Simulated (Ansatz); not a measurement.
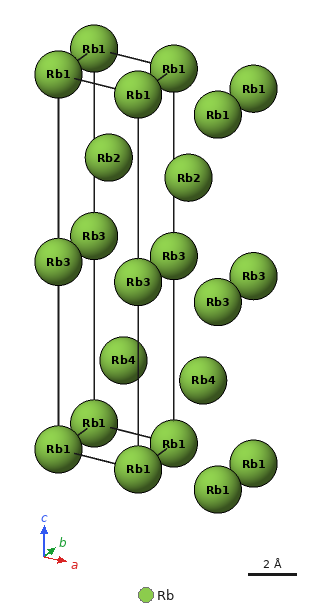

This is a crystal of Rb (set up in P6_3/mmc). A spheres-only model of the cell of the calculation, repeated 2 × 1 × 1 with one cell outlined, seen slightly off an axis.

These are results of DFT PBE+D3(BJ), scalar-relativistic, plane waves, PAW in Ansatz, not measurements. Set-up: plane-wave cutoff 420 eV; occupations gaussian; smearing width 0.1 eV; no spin polarisation. The k-mesh is chosen for each cell (12×12×4, 18×18×6).

Now this is done to it. Every rubidium atom is replaced by lithium, which gives Li. Cell and atoms are relaxed again (to zero pressure within 0.1 GPa, forces under 0.01 eV/Å).

Q: What is the effect?

A: The volume per atom goes from 85.95 to 18.26 Å³. Both are metals. Cell: a = b 4.956 → 2.951 Å (−40.5 %), c 16.161 → 9.683 Å (−40.1 %). Volume −78.8 %. The space group stays P6_3/mmc (No. 194).

The changed structure in the same view:

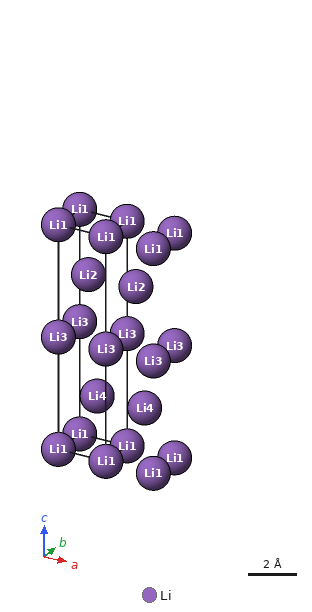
